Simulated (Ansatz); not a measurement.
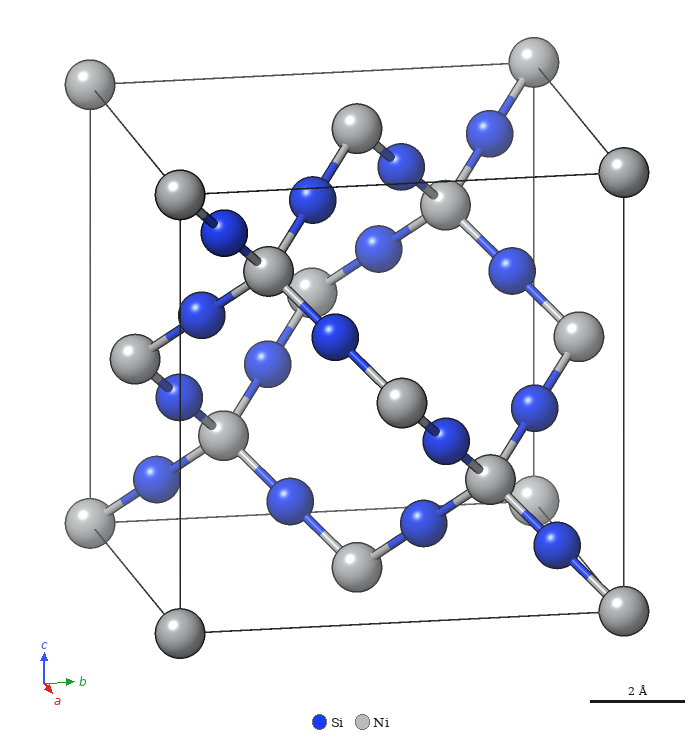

Shown here is a ball-and-stick view of the crystal, taken slightly off an axis. The edges of the conventional unit cell are marked. Cell: a = 9.66 Å, b = 9.66 Å, c = 9.66 Å, α = 90.00°, β = 90.00°, γ = 90.00°.

Starting structure: a random cell made by a generator, so it need not be a real form of the compound. Earlier steps of the study may have refined or changed the cell and positions. It was run through Ansatz as a DFT input.

**What structure is drawn here?**

Chemical formula Si₂Ni. It is face-centred cubic, space group Fd-3m (No. 227). In the cell are 16 Si, 8 Ni, which makes 8 formula units. Si is coordinated by two Ni in a linear arrangement at about 2.1 Å. Ni bonds to four Si in a tetrahedral arrangement at about 2.1 Å. The bonds build a three-dimensional framework.

Results below were computed with DFT PBE, scalar-relativistic, plane waves, PAW (Ansatz); the settings were plane waves up to 420 eV, k-points about 0.19 Å⁻¹ apart, Gaussian smearing of 0.02 eV, no spin polarisation (a spin-restricted run, not always the ground state).

**What does the calculation say: metal or gapped?**

A semiconductor at this level, with a gap of 1.05 eV, indirect.

**How charged are the atoms, by the Bader scheme?**

Si +0.68 e; Ni -1.37 e.

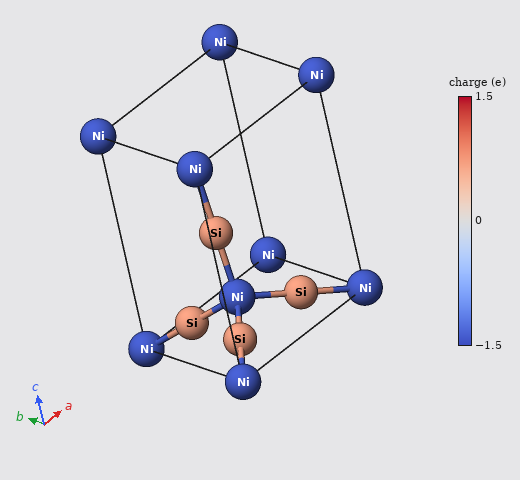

The atoms coloured by those charges. The run's cell of 6 atoms is drawn, so axes and origin can differ from the first picture.

**Does the calculation find this structure at rest?**

Yes. All forces vanish to within 0.01 eV/Å. The pressure is 0.0 GPa, close to zero.
